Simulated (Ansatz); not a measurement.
Geometry relaxation of GaN

- system: GaN (slab, 4 atoms in the cell)
- method: DFT, PBE, all-electron LAPW, scalar-relativistic, no spin polarisation (Ansatz 0.2.0)

It belongs to a series of runs on one base structure; here: atoms relaxed, LAPW. Figures and captions count atoms from 1; the log counts them from 0 in places.

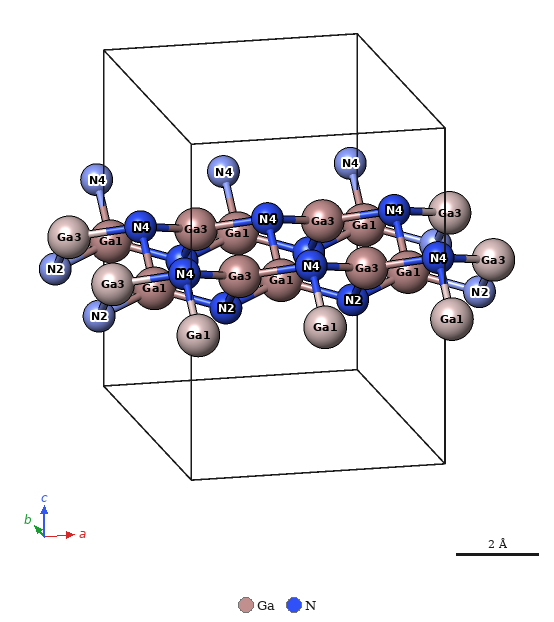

The input geometry (ball-and-stick view of the 2 × 2 repeat of the cell, with the vacuum cut short, seen slightly off an axis; neighbours outside the cell are drawn fainter; atoms are numbered from 1 in the order of the input). Near neighbours in the crystal (not all of them lie inside the picture): Ga has 3 N at 1.85 to 1.87 Å; N has 3 Ga at 1.85 to 1.87 Å.

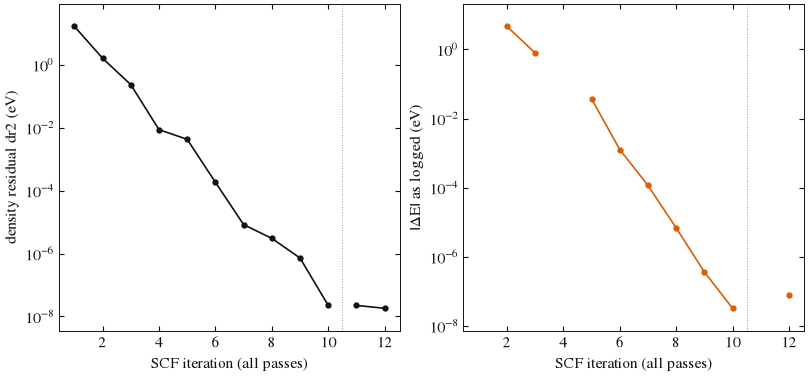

Convergence of the self-consistent field: density residual dr2 and size of the energy change against the SCF iteration. The dotted lines part the SCF passes of the relaxation: geometry steps, rejected trials and re-solves on a re-selected basis. The passes take 10 and 2 iterations.

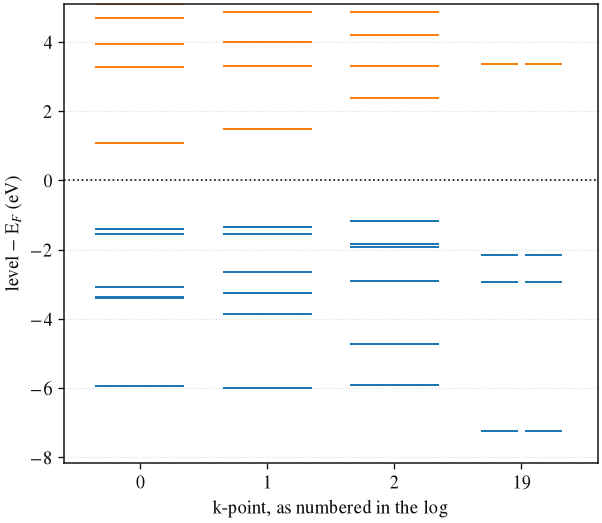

Kohn–Sham levels near the Fermi level (dotted) at the few k-points that the log prints; levels within 0.02 eV of each other stand side by side. Among these points the highest filled and lowest empty levels are 2.25 eV apart; the gap on the full mesh, 2.20 eV, has an edge at a point that isn't printed.

These pictures come from the run below.

### The input
```yaml
crystal:
  lattice:
    - [3.2162655414, 0.0, 0.0]
    - [0.0, 4.5484863488, 0.0]
    - [0.0, 0.0, 17.6081]
  atoms:
    - { symbol: Ga, position: [0.0, 0.8412114611, 0.4770803343] }
    - { symbol: "N", position: [0.5, 0.658779461, 0.4552157249] }
    - { symbol: Ga, position: [0.5, 0.3412131467, 0.5229194796] }
    - { symbol: "N", position: [0.0, 0.1587959312, 0.5447844611] }
kpoints:
  mp_grid: { grid: [8, 6, 1] }
scf:
  occupations: { method: fermi_dirac, width: 0.02 }
hamiltonian:
  xc: pbe
  pseudopotentials: { kind: all_electron, lapw: { basis_error: 0.001 } }
output:
  forces: true
  stress: true
  eigenvalues: true
relax:
  f_tol: 0.01
  max_steps: 12
efield:
  axis: 3
  amplitude: 0
  dipole_correction: true
```

Command:
```bash
ansatz run input.yaml --threads 1 --pin off --max-ram 3584MiB --backend cpu --events-out ev --progress --plain --runs-dir out
```

### What the program printed
```
The last accepted step is kept in [file] (removed where the run ends without a failure and the disk answers)
LAPW: plane waves up to 11.496 Å⁻¹, error target 1.0e-3 eV per atom; small_component_spin mean_spin; N in spheres of 0.780 Å, 7 of its electrons in bands, Dirac shells []; Ga in spheres of 1.015 Å, 21 of its electrons in bands, Dirac shells [] (how accurate: hamiltonian.pseudopotentials.lapw.basis_error, Limitations)
Engine: ansatz 0.2.0, x86_64-unknown-linux-gnu
Pseudopotentials: kind: all_electron
Pseudopotential: Ga, LAPW, valence charge 21, lapw/all_electron/scalar/gaussian/Ga, Koelling and Harmon's equation, gaussian nucleus
Pseudopotential: N, LAPW, valence charge 7, lapw/all_electron/scalar/gaussian/N, Koelling and Harmon's equation, gaussian nucleus
Functional definition: PBE
  parameter kappa = 0.804
  parameter beta = 0.06672455060314922
  exchange = pbe_x(kappa = kappa, mu = beta*pi^2/3)
  correlation = pbe_c(beta = beta)
Crystal: 4 atoms, lattice volume = 257.591 Å³
Basis set: ecut = 503.497944781484 eV, 6607 PW (Γ), exchange–correlation at level 2
Bands: 34, of which v1, the nominal top of the filled ones, is band 28 counted from 1 (27 counted from 0)
Symmetry: 2 space group operations
Space group: Pm (ITA 6), of the structure as read, at distance tolerance 6.4e-5 Å
k-points: 20 of 48 (time reversal used)
Non-local potential: Ga, projectors of the file, none
Non-local potential: N, projectors of the file, none
Initial density: superposition of atomic densities (neutral atoms: chi_scale 0, normalization atom)
Initial wavefunctions: plane waves of lowest kinetic energy (no species holds an atomic orbital)
Functional: x = pbe(κ = 0.804, μ = 0.2195149727645171), c = pbe(β = 0.06672455060314922)
iter 1 solved again at ethr=2.97e-2 eV; its pass at ethr=1.00e-1 eV (dr2=1.66e1 eV) is discarded
SCF iter   1: F=—  HF=-108784.856566 eV  |F-HF|=—  |Δ(HF+E_count)|=         —  Δρ=6.62e-2  dr2=1.66e1  ethr=2.97e-2  p=-0.000 e·Å  D=-1.30e-10 V/Å  ΔV_dip=0.00 eV  dr2_dipole=1.39e-10  V_vac-E_F(+/−)=8.57/8.57 eV  ⟨swp⟩=2.0  Hψ=4602  notcnv=0
efield: sawtooth ramp at fractional position 0.9500 (placed from the atoms, in the widest stretch of the axis that holds none; the zero of the levels goes with the place), width 0.1000; the density the first Hamiltonian is built on has a dipole p = -0.000 e·Å; the dipole correction subtracts the counter field D = -1.37e-10 V/Å, which shifts the + side's vacuum level by +0.00 eV against the − side's; the planar-averaged density in the ramp window peaks in size at 1.9e-6 e/Å³
preconditioner: auto → Resta (q_TF=auto, 2.116 Å⁻¹)  ε∞=1.7  [insulator: Δε(μ)=4.123 eV  Ē_g=16.207 eV  σ=0.020 eV  W_gap=1.00  n_scr=38 (ndim 8)  ℏωp=13.9 eV  f_vac=0.733  D(μ)=0.00/eV (n_scr^D=0)  ε∞_Penn≈1.7  vacuum switching on, ρ_ref=1.9e-2 e/Å³]
iter 2 solved again at ethr=2.88e-3 eV; its pass at ethr=2.97e-2 eV (dr2=1.61e0 eV) is discarded
SCF iter   2: F=—  HF=-108780.215435 eV  |F-HF|=—  |Δ(HF+E_count)|=    4.64e0  Δρ=2.80e-2  dr2=1.61e0  ethr=2.88e-3  p=-0.000 e·Å  D=-5.42e-6 V/Å  ΔV_dip=0.00 eV  dr2_dipole=8.62e-11  V_vac-E_F(+/−)=5.08/5.08 eV  ⟨swp⟩=2.1  Hψ=3703  notcnv=0  defer=1
SCF iter   3: F=—  HF=-108779.424413 eV  |F-HF|=—  |Δ(HF+E_count)|=   7.91e-1  Δρ=8.43e-3  dr2=2.33e-1  ethr=2.88e-3  p=-0.000 e·Å  D=-3.33e-6 V/Å  ΔV_dip=0.00 eV  dr2_dipole=1.05e-11  V_vac-E_F(+/−)=5.61/5.61 eV  ⟨swp⟩=3.1  Hψ=2142  notcnv=0
SCF iter   4: F=—  HF=-108779.414363 eV  |F-HF|=—  |Δ(HF+E_count)|=         —  Δρ=1.70e-3  dr2=8.65e-3  ethr=4.15e-4  p=-0.000 e·Å  D=-6.46e-6 V/Å  ΔV_dip=0.00 eV  dr2_dipole=1.99e-9  V_vac-E_F(+/−)=4.95/4.95 eV  ⟨swp⟩=3.0  Hψ=2221  notcnv=0
the basis was enlarged: its passes take 529.0 KiB over the memory plan, 1 of 1 planned eigensolver slots
SCF iter   5: F=—  HF=-108779.377229 eV  |F-HF|=—  |Δ(HF+E_count)|=   3.71e-2  Δρ=1.08e-3  dr2=4.27e-3  ethr=1.54e-5  p=0.000 e·Å  D=4.51e-6 V/Å  ΔV_dip=-0.00 eV  dr2_dipole=9.02e-10  V_vac-E_F(+/−)=4.85/4.85 eV  ⟨swp⟩=3.1  Hψ=2344  notcnv=0
SCF iter   6: F=—  HF=-108779.375955 eV  |F-HF|=—  |Δ(HF+E_count)|=   1.27e-3  Δρ=2.80e-4  dr2=1.84e-4  ethr=7.63e-6  p=-0.000 e·Å  D=-1.06e-5 V/Å  ΔV_dip=0.00 eV  dr2_dipole=2.69e-9  V_vac-E_F(+/−)=4.92/4.92 eV  ⟨swp⟩=3.3  Hψ=2154  notcnv=0
SCF iter   7: F=—  HF=-108779.376071 eV  |F-HF|=—  |Δ(HF+E_count)|=   1.16e-4  Δρ=5.04e-5  dr2=8.31e-6  ethr=3.29e-7  p=0.000 e·Å  D=2.08e-5 V/Å  ΔV_dip=-0.00 eV  dr2_dipole=2.02e-8  V_vac-E_F(+/−)=4.90/4.90 eV  ⟨swp⟩=3.0  Hψ=2032  notcnv=0
SCF iter   8: F=—  HF=-108779.376078 eV  |F-HF|=—  |Δ(HF+E_count)|=   6.87e-6  Δρ=2.32e-5  dr2=3.04e-6  ethr=1.48e-8  p=-0.000 e·Å  D=-7.82e-5 V/Å  ΔV_dip=0.00 eV  dr2_dipole=2.15e-7  V_vac-E_F(+/−)=4.90/4.90 eV  ⟨swp⟩=3.0  Hψ=1981  notcnv=0
iter 9 did not close the SCF: its close was put off until two iterations running show no level that it waits for move by more than its bar (scf_convergence_deferred on its scf_iter line)
SCF iter   9: F=-108779.376077 eV  HF=-108779.376077 eV  |F-HF|=5.97e-7  |Δ(HF+E_count)|=   3.64e-7  Δρ=1.16e-5  dr2=7.21e-7  ethr=5.43e-9  p=0.000 e·Å  D=3.21e-5 V/Å  ΔV_dip=-0.00 eV  dr2_dipole=4.50e-8  V_vac-E_F(+/−)=4.90/4.90 eV  ⟨swp⟩=3.0  Hψ=1947  notcnv=0
SCF iter  10: F=-108779.376077 eV  HF=-108779.376077 eV  |F-HF|=6.96e-9  |Δ(HF+E_count)|=   3.23e-8  Δρ=2.19e-6  dr2=2.25e-8  ethr=1.29e-9  p=0.000 e·Å  D=2.74e-6 V/Å  ΔV_dip=-0.00 eV  dr2_dipole=1.04e-9  V_vac-E_F(+/−)=4.90/4.90 eV  ⟨swp⟩=3.0  Hψ=1906  notcnv=0
SCF 1 converged in 10 iterations: F = -108779.376077 eV  dr2 = 2.25e-8
relax step   1: F+E_penalty+E_count = -108779.37607715 eV  Δ(F+E_penalty+E_count) = +0.000e0 eV  max|allowed force component| = 9.097e-3 eV/Å  Δτ_max = 0.0000 Å  (10 SCF iters, dr2 threshold 2.50e-6 eV, accepted)
Initial density: handed on by an earlier stage of this run
Initial wavefunctions: those handed on with the density
iter 1 solved again at ethr=4.04e-11 eV; its pass at ethr=1.00e-1 eV (dr2=2.26e-8 eV) is discarded
SCF iter   1: F=—  HF=-108779.376077 eV  |F-HF|=—  |Δ(HF+E_count)|=         —  Δρ=2.18e-6  dr2=2.25e-8  ethr=4.04e-11  p=0.000 e·Å  D=2.74e-6 V/Å  ΔV_dip=-0.00 eV  dr2_dipole=1.02e-9  V_vac-E_F(+/−)=4.90/4.90 eV  ⟨swp⟩=2.0  Hψ=2600  notcnv=0
efield: sawtooth ramp at fractional position 0.9500 (handed on by an earlier solve), width 0.1000; the density the first Hamiltonian is built on has a dipole p = 0.000 e·Å; the dipole correction subtracts the counter field D = 2.74e-6 V/Å, which shifts the + side's vacuum level by -0.00 eV against the − side's; the planar-averaged density in the ramp window peaks in size at 1.2e-8 e/Å³
preconditioner: auto → Resta (q_TF=auto, 2.116 Å⁻¹)  ε∞=1.8  [insulator: Δε(μ)=2.200 eV  Ē_g=15.735 eV  σ=0.020 eV  W_gap=1.00  n_scr=38 (ndim 8)  ℏωp=13.9 eV  f_vac=0.761  D(μ)=0.00/eV (n_scr^D=0)  ε∞_Penn≈1.8  vacuum switching on, ρ_ref=1.8e-2 e/Å³]
SCF iter   2: F=-108779.376077 eV  HF=-108779.376077 eV  |F-HF|=1.59e-8  |Δ(HF+E_count)|=   7.79e-8  Δρ=1.86e-6  dr2=1.82e-8  ethr=4.01e-11  p=-0.000 e·Å  D=-8.62e-6 V/Å  ΔV_dip=0.00 eV  dr2_dipole=1.47e-9  V_vac-E_F(+/−)=4.90/4.90 eV  ⟨swp⟩=3.0  Hψ=1962  notcnv=0
SCF 2 converged in 2 iterations: F = -108779.376077 eV  dr2 = 1.82e-8
relax step   2: F+E_penalty+E_count = -108779.37607715 eV  Δ(F+E_penalty+E_count) = +1.412e-9 eV  max|allowed force component| = 8.932e-3 eV/Å  Δτ_max = 0.0000 Å  (2 SCF iters, accepted)
SCF converged after 2 iterations
Free energy (F): -108779.376077 eV
Harris-Foulkes:  -108779.376077 eV  (|F-HF|=1.59e-8)
Internal energy: -108779.376077 eV  (E = F + TS)
E sigma→0 (E₀):  -108779.376077 eV
Fermi energy:    -1.830509 eV
Dipole field:    D = -0.000009 V/Å  (p = -0.000012 e·Å, saw-weighted, corrected)
Work function:   Φ+ = 4.8986 eV   Φ− = 4.8984 eV
Levels:          The Fermi level and band energies are counted from a zero that moves with the ramp; work functions are not
--- Per-component energies (eV) ---
  E_band       = -3696.405477
  E_kinetic    = 110859.560489
  E_xc         = -4495.032552
  E_efield     = 0.000000  (sawtooth field / dipole correction)
  E_electrostatic = -215143.904014  (all electrons and nuclei)
  E_smearing   = -0.000000  (= −TS)
  E_closure    = 0.000000  (closes the sum)
  E_atoms      = -108757.374148  (free atoms, spherical and without spin; not in F)
  Σ components = -108779.376077   (vs F -108779.376077, Δ=0.00e0)
  Basis errors (estimates in eV, not in F): energy 5.2e-4 per atom: plane waves 4.8e-4 (3.1e-4 summed), levels above the bands 6.1e-142, relativity 8.5e-8, radial functions 3.2e-5, core shells 2.9e-9; eigenvalues (radial functions only) 1.0e-6; not estimated: angular momenta, meshes, grids; target (lapw.basis_error) 1.0e-3; muffin-tin radii N 0.780 Å, Ga 1.015 Å
--- Forces (eV/Å), atoms counted from 1 ---
  atom   1  Ga    -0.00000000    -0.00158000     0.00195923
  atom   2  N      0.00000000     0.00253930     0.00860565
  atom   3  Ga    -0.00000000    -0.00175015    -0.00163226
  atom   4  N      0.00000000     0.00080642    -0.00893229
  max |Σ_I F_I| component: 1.56e-5 eV/Å
--- Stress (GPa, compression-positive) ---
        1.960713       0.000000       0.000000
        0.000000       2.820651      -0.000906
        0.000000      -0.000906      -0.009690
  P = ⅓ Tr σ = 1.5906 GPa (15.906 kbar)
--- Band table (eV; the first three rows and the last of 20) ---
  k-point 0: bands = ["-377.7556", "-377.7553", "-145.0341", "-145.0338", "-95.9648", "-95.9636", "-95.6924", "-95.6899", "-95.6755", "-95.6739", "-18.4531", "-17.8241", "-16.5460", "-16.4312", "-16.3171", "-16.2679", "-16.2414", "-16.1924", "-16.1704", "-16.0948", "-15.6204", "-14.1489", "-7.7646", "-5.2163", "-5.1930", "-4.8970", "-3.3863", "-3.2291", "-0.7455", "1.4441", "2.0936", "2.8711", "3.2510", "3.7936"]
  k-point 1: bands = ["-377.7556", "-377.7553", "-145.0341", "-145.0338", "-95.9647", "-95.9636", "-95.6922", "-95.6901", "-95.6754", "-95.6740", "-18.3982", "-17.8532", "-16.5228", "-16.4396", "-16.3315", "-16.2509", "-16.2227", "-16.1966", "-16.1861", "-16.1027", "-15.5664", "-14.2899", "-7.8247", "-5.6760", "-5.0913", "-4.4767", "-3.3718", "-3.1857", "-0.3457", "1.4794", "2.1682", "3.0212", "3.3882", "3.8432"]
  k-point 2: bands = ["-377.7556", "-377.7553", "-145.0341", "-145.0338", "-95.9645", "-95.9639", "-95.6918", "-95.6906", "-95.6751", "-95.6743", "-18.2569", "-17.9420", "-16.4579", "-16.4412", "-16.3715", "-16.2691", "-16.2118", "-16.1935", "-16.1690", "-16.1216", "-15.3870", "-14.6477", "-7.7383", "-6.5418", "-4.7450", "-3.7539", "-3.6681", "-2.9907", "0.5497", "1.4848", "2.3788", "3.0185", "3.8617", "3.8762"]
  k-point 19: bands = ["-377.7556", "-377.7553", "-145.0340", "-145.0339", "-95.9642", "-95.9641", "-95.6913", "-95.6912", "-95.6754", "-95.6753", "-17.7710", "-17.7708", "-16.3636", "-16.3636", "-16.3053", "-16.3053", "-16.2590", "-16.2590", "-16.0903", "-16.0903", "-14.2694", "-14.2694", "-9.0662", "-9.0662", "-4.7734", "-4.7733", "-3.9798", "-3.9796", "1.5338", "1.5339", "4.0495", "4.0498", "6.4295", "6.4297"]
--- Relaxed structure (2 steps of the walk, 2 accepted, 0 SCFs on fresh bases) ---
  F+E_penalty+E_count = -108779.37607715 eV   max|allowed force component| = 8.932e-3 eV/Å
  atoms:
    - { symbol: Ga, position: [0.0, 0.8412114611, 0.47708033429999996] }
    - { symbol: N, position: [0.49999999999999994, 0.658779461, 0.45521572489999995] }
    - { symbol: Ga, position: [0.49999999999999994, 0.3412131467, 0.5229194796] }
    - { symbol: N, position: [0.0, 0.1587959312, 0.5447844611] }
```

### Trajectory as extended XYZ (Å, eV, eV/Å), 2 frames, from step=1 to step=2
```
4
Lattice="3.2163 0.0000 0.0000 0.0000 4.5485 0.0000 0.0000 0.0000 17.6081" Properties=species:S:1:pos:R:3:forces:R:3 step=1 energy=-108779.37608
Ga    0.0000    3.8262    8.4005    0.0000  -0.0014   0.0021
N     1.6081    2.9964    8.0155    0.0000   0.0025   0.0086
Ga    1.6081    1.5520    9.2076    0.0000  -0.0019  -0.0015
N     0.0000    0.7223    9.5926    0.0000   0.0009  -0.0091
4
Lattice="3.2163 0.0000 0.0000 0.0000 4.5485 0.0000 0.0000 0.0000 17.6081" Properties=species:S:1:pos:R:3:forces:R:3 step=2 energy=-108779.37608
Ga    0.0000    3.8262    8.4005    0.0000  -0.0016   0.0020
N     1.6081    2.9964    8.0155    0.0000   0.0025   0.0086
Ga    1.6081    1.5520    9.2076    0.0000  -0.0018  -0.0016
N     0.0000    0.7223    9.5926    0.0000   0.0008  -0.0089
```

### Summary

- outcome: converged
- electrons in bands (core shells apart): 56
- free energy: −108779.3761 eV
- Fermi energy: −1.831 eV
- gap on the k-point mesh: 2.20 eV
- final volume: 257.59 Å³
- largest force (length of the vector) at the end: 0.009 eV/Å
- hardware: 1 thread of Intel Xeon @ 2.50GHz (Skylake/Cascade Lake), 32 GiB of memory available, shared host
- wall time: 4.6 min
- peak memory: 2.8 GiB
